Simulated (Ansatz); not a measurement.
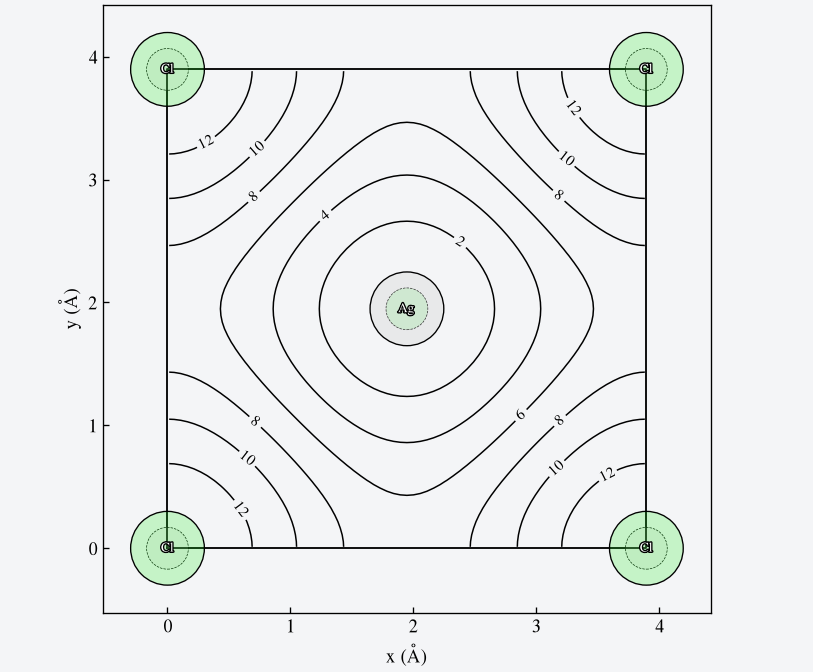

Energy landscape of H on an AgCl(100) slab cut from the Fm-3m phase, its upper half relaxed before the scan (4 atoms of substrate and one adsorbate in a 1 × 1 cell). H is moved over the surface cell at a fixed height above a rigid substrate; the origin of the map has the adsorbate above Cl4; the height is held at 3.30 Å. Places are given modulo a cell vector. The map is drawn in real space over the plane of the surface. The scan uses an 8 × 8 grid; 15 points were computed and 49 follow by symmetry. Energies: meV, counted from the lowest grid point. With one adsorbate in each 1 × 1 cell, its nearest image is 3.9 Å away, so neighbouring adsorbates interact. At a fixed height the lowest place need not be the adsorption site. All numbers below come from Ansatz 0.2.0, DFT PBE+D3(BJ), scalar-relativistic, plane waves, PAW. Settings: cutoff 420 eV, k-mesh 7×7×1, gaussian smearing 0.05 eV, spin-polarised.

In the figure: contour lines labelled in meV, labelled circles for the atoms of the top layer and small ones for the second layer, the outline of one cell of the plane. Between grid points the surface is interpolated. 

**Describe this landscape.**

The lowest grid point is at the top site over a surface Ag atom, (4/8, 4/8) of the cell vectors. It is the only kind of minimum in the scanned range. The highest grid point, the top site over a surface Cl atom, (0/8, 0/8) of the cell vectors, lies 13.9 meV above the lowest. On the interpolated surface the easiest way out of the lowest well to its copy in the next cell or period passes a barrier of about 6.8 meV. At the lowest point the adsorbate has 1 Ag at 3.42 Å as nearest neighbours, at the highest 1 Cl at 3.30 Å.

The values on the grid:

```tsv
second ↓, first →	0/8	1/8	2/8	3/8	4/8	5/8	6/8	7/8
7/8	12.9	11.9	9.4	6.9	5.8	6.9	9.4	11.9
6/8	10.4	9.4	6.9	4.4	3.4	4.4	6.9	9.4
5/8	7.9	6.9	4.4	2.0	1.0	2.0	4.4	6.9
4/8	6.8	5.8	3.4	1.0	0.0	1.0	3.4	5.8
3/8	7.9	6.9	4.4	2.0	1.0	2.0	4.4	6.9
2/8	10.4	9.4	6.9	4.4	3.4	4.4	6.9	9.4
1/8	12.9	11.9	9.4	6.9	5.8	6.9	9.4	11.9
0/8	13.9	12.9	10.4	7.9	6.8	7.9	10.4	12.9
```

The input of one point:

```yaml
crystal:
  lattice:
    - [3.8966246593, 0.0, 0.0]
    - [0.0, 3.8966246593, 0.0]
    - [0.0, 0.0, 20.1478735173]
  atoms:
    - { symbol: Ag, position: [0.0, 0.0, 0.1985321179] }
    - { symbol: Cl, position: [0.5, 0.5, 0.1985321179] }
    - { symbol: Ag, position: [0.5, 0.5, 0.3337564577] }
    - { symbol: Cl, position: [0.0, 0.0, 0.3398807081] }
    - { symbol: H, position: [0.5, 0.5, 0.5036697053], spin: 1.0 }
basis:
  ecutwfc: 420
kpoints:
  mp_grid: { grid: [7, 7, 1] }
hamiltonian:
  xc: pbe
  dispersion: d3bj
scf:
  occupations: { method: gaussian, width: 0.05 }
output:
  forces: true
  eigenvalues: true
  populations: true
magnetization:
  spin_polarized: true
efield:
  axis: 3
  dipole_correction: true
  ramp_width: 0.04
```

Each point was launched as `ansatz run input.yaml --threads 1 --pin off --max-ram 3072MiB --backend cpu --events-out ev --progress --plain --runs-dir out`. Time for the 15 points that were run: 7.3 min on 1 thread of Intel(R) Xeon(R) 6975P-C (Granite Rapids), with other jobs on the host.
